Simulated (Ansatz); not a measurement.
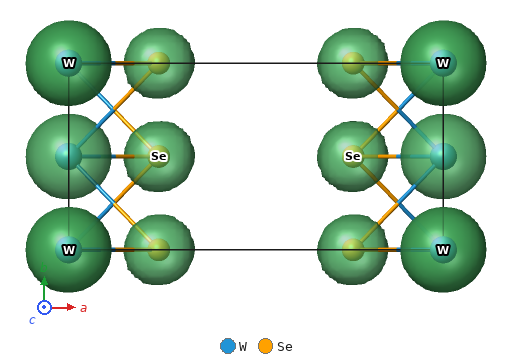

*WSe2. Isosurface of the valence pseudo-density at 1.5 e/Å³ (green), seen along the c axis. Sticks mark near contacts.*

Space group Amm2; a structure from a database of computed crystals, not necessarily the ambient phase; changed on purpose from its base cell (strain +e along x and -e along y +0.1000, strain +e along z and -e/2 along x and y +0.0233); not relaxed (largest force 1.9 eV/Å); computed pressure about 4 GPa in this cell; PAW files of the earlier set (soft_1).

Method: DFT PBE+D3(BJ), scalar-relativistic, plane waves, PAW (Ansatz 0.2.0).

What does this surface tell about the bonding?

At this value the density breaks into separate islands; it holds about 60 % of the electrons treated as valence (semicore included). It bridges none of the near contacts. It is pinched off along the shortest W–Se (2.41 Å) and W–Se (2.62 Å) contacts. On the grid the lowest density along these lines, outside the cores, is 0.69 e/Å³ (W–Se, 2.41 Å) and 0.47 e/Å³ (W–Se, 2.62 Å).

Does the calculation make it a metal, or give it a gap?

It is gapped, with a Kohn–Sham gap of 1.0 eV on the k-point mesh (the band edges may lie off the mesh, which would make the gap smaller).
